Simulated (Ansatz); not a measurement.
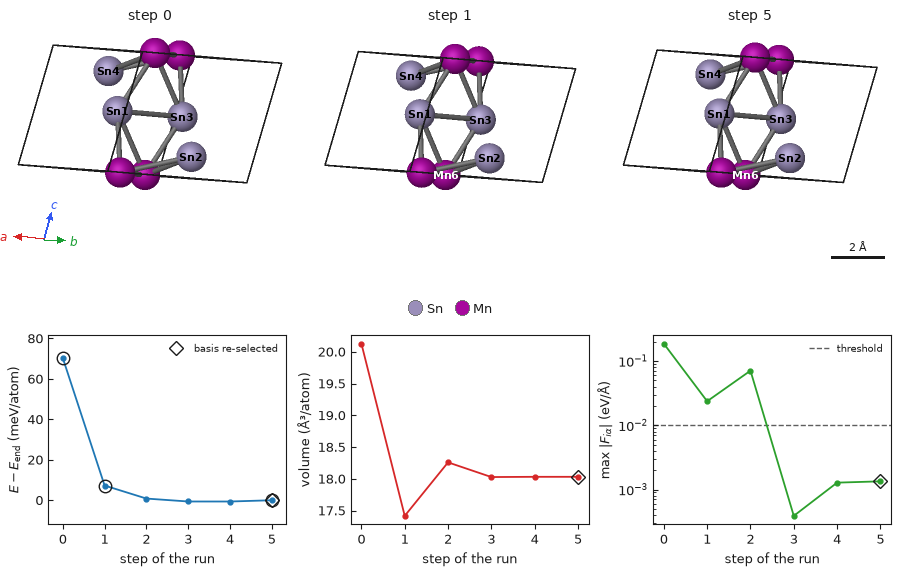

Frames of a relaxation of crystalline MnSn₂ (set up in I4/mcm), marked on the history of the run. Style: ball-and-stick. Shown: the cell of the calculation, from a free direction.

The run lets cell and atoms move.

Theory: Kohn-Sham DFT of a periodic cell, LDA, Ansatz PAW (Ansatz 0.2.0).

Input
```yaml
crystal:
  lattice:
    - [-3.3295, 3.3295, 2.7235]
    - [3.3295, -3.3295, 2.7235]
    - [3.3295, 3.3295, -2.7235]
  atoms:
    - { symbol: Sn, position: [0.8377, 0.6623, 0.5] }
    - { symbol: Sn, position: [0.3377, 0.8377, 0.1754] }
    - { symbol: Sn, position: [0.1623, 0.3377, 0.5] }
    - { symbol: Sn, position: [0.6623, 0.1623, 0.8246] }
    - { symbol: Mn, position: [0.75, 0.75, 0.0], spin: 4.0 }
    - { symbol: Mn, position: [0.25, 0.25, 0.0], spin: 4.0 }
hamiltonian:
  xc: lda
  pseudopotentials: { kind: paw }
magnetization:
  spin_polarized: true
kpoints:
  mp_grid: { grid: [6, 6, 6] }
scf:
  occupations: { method: fermi_dirac, width: 0.05 }
output:
  forces: true
  stress: true
  eigenvalues: true
relax:
  f_tol: 0.01
  max_steps: 40
  cell: { stress_tol: 0.05 }
```

Command:
```bash
ansatz run input.yaml --threads 2 --pin off --max-ram 5632MiB --backend cpu --events-out ev --progress --plain --runs-dir out
```

What happens along the run?

The largest moves relative to the cell, 0.022 Å, are those of Sn atoms. Mn stays in place. The volume changes by −10.4 %, with a = b = c 5.440 → 5.242 Å (−3.6 %), α 104.5° → 104.6°, β 104.5° → 104.6°, γ 119.9° → 119.7°. Among the contacts that change: Sn–Sn 3.185 → 3.054 Å, Mn–Sn 2.842 → 2.733 Å, Mn–Mn 2.723 → 2.633 Å, Sn–Sn 3.057 → 2.986 Å. The space group stays I4/mcm (No. 140). The energy falls by 70.3 meV per atom in 4 accepted moves (5 points after the start). Largest force component: 0.19 eV/Å at the start, 0.0013 eV/Å at the end. Pressure: −8.92 GPa at the start and 0.00 GPa at the end. The SCF was repeated once at an unchanged geometry on a basis and grid sized afresh for the cell, which shifted the energy by 0.6 meV per atom at most. From step 0 to 1: Sn atoms move most (0.02 Å), volume −13.5 %, energy −63.0 meV per atom. From step 1 to 5: volume +3.5 %, energy −7.3 meV per atom.

```csv
step,"E − E(0), meV/atom","largest force component, eV/Å","pressure, GPa","volume, Å³/atom",note
0,0.00,0.1865,-8.92,20.128,
1,-63.04,0.0237,4.37,17.417,
2,-69.48,0.0709,-1.32,18.259,
3,-70.93,0.0004,0.03,18.028,
4,-70.94,0.0013,0.00,18.032,
5,-70.32,0.0013,0.00,18.032,"same geometry, new basis"
```

Limits of the set-up: only the magnetic order of this start and cell was tried (total moment 3.5 μB per cell).
